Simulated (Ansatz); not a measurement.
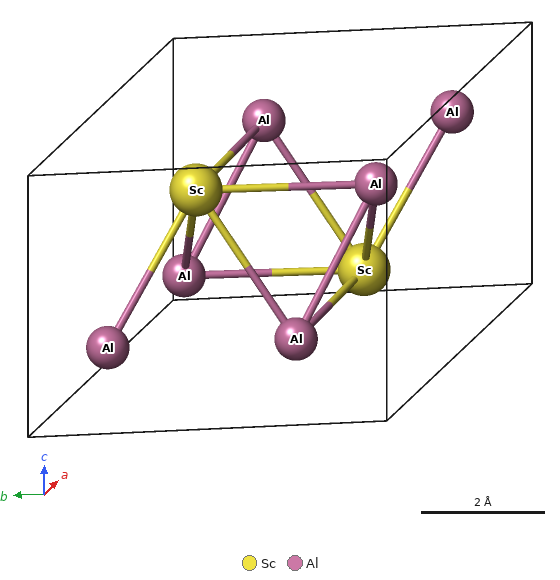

Lattice vibrations of a crystal of ScAl$_{3}$ (a generated structure), space group P6₃/mmc (No. 194), at the zone centre. A ball-and-stick model of the cell of the calculation, seen from a free direction.

Method: Ansatz, DFT PBE, scalar-relativistic, plane waves, PAW.

Input
```yaml
crystal:
  lattice:
    - [5.8756156611, 0.0, 0.0]
    - [-2.9378078306, 5.0884324254, 0.0]
    - [0.0, 0.0, 4.6804787226]
  atoms:
    - { symbol: Sc, position: [0.6666666667, 0.3333333333, 0.25] }
    - { symbol: Sc, position: [0.3333333333, 0.6666666667, 0.75] }
    - { symbol: Al, position: [0.8416445779, 0.1583554221, 0.75] }
    - { symbol: Al, position: [0.3167108442, 0.1583554221, 0.75] }
    - { symbol: Al, position: [0.8416445779, 0.6832891558, 0.75] }
    - { symbol: Al, position: [0.1583554221, 0.8416445779, 0.25] }
    - { symbol: Al, position: [0.6832891558, 0.8416445779, 0.25] }
    - { symbol: Al, position: [0.1583554221, 0.3167108442, 0.25] }
basis:
  ecutwfc: 420
kpoints:
  mp_grid: { grid: [6, 6, 8] }
hamiltonian:
  xc: pbe
scf:
  occupations: { method: fermi_dirac, width: 0.15 }
output:
  eigenvalues: true
phonons:
  method: dfpt
  eigenvectors: true
  qmesh: [1, 1, 2]
  temperatures: { t_max: 1000, t_step: 100 }
  qpath:
    path:
      - [[0.0, 0.0, 0.0], [0.5, 0.0, 0.0], [0.33333333, 0.33333333, 0.0], [0.0, 0.0, 0.0], [0.0, 0.0, 0.5], [0.5, 0.0, 0.5], [0.33333333, 0.33333333, 0.5], [0.0, 0.0, 0.5]]
      - [[0.5, 0.0, 0.5], [0.5, 0.0, 0.0]]
      - [[0.33333333, 0.33333333, 0.5], [0.33333333, 0.33333333, 0.0]]
    npoints: 8
```

Launched with:
```bash
ansatz run input.yaml --threads 1 --pin off --max-ram 2560MiB --backend cpu --events-out ev --progress --plain --runs-dir out
```

The frequencies depend somewhat on the k-mesh and the smearing.

### Give the spectrum at this point.

The calculation's cell holds 8 atoms, so there are 21 optical modes, in 14 levels. The optical modes span 3E₂g + 2B₁g + E₁g + A₂g + 2E₁u + B₁u + A₂u + B₂u + E₂u + A₁g. No level is unstable.

| level | symmetry | frequency (cm⁻¹) | activity |
| --- | --- | --- | --- |
| 1 | E₂g | 165 | Raman-active |
| 2 | B₁g | 169 | silent |
| 3 | E₂g | 199 | Raman-active |
| 4 | E₁g | 214 | Raman-active |
| 5 | A₂g | 218 | silent |
| 6 | E₁u | 245 | infrared-active |
| 7 | B₁u | 247 | silent |
| 8 | A₂u | 248 | infrared-active |
| 9 | B₂u | 257 | silent |
| 10 | E₂u | 274 | silent |
| 11 | A₁g | 283 | Raman-active |
| 12 | E₁u | 304 | infrared-active |
| 13 | E₂g | 315 | Raman-active |
| 14 | B₁g | 318 | silent |

The crystal is a metal, so free carriers screen the infrared response.

The displacement patterns (one member of each degenerate set), 6 of the levels:

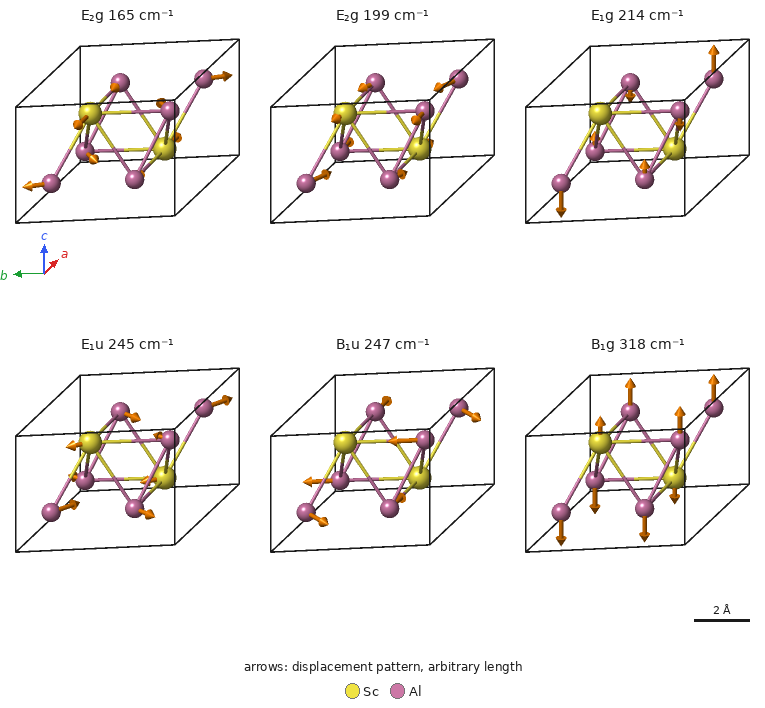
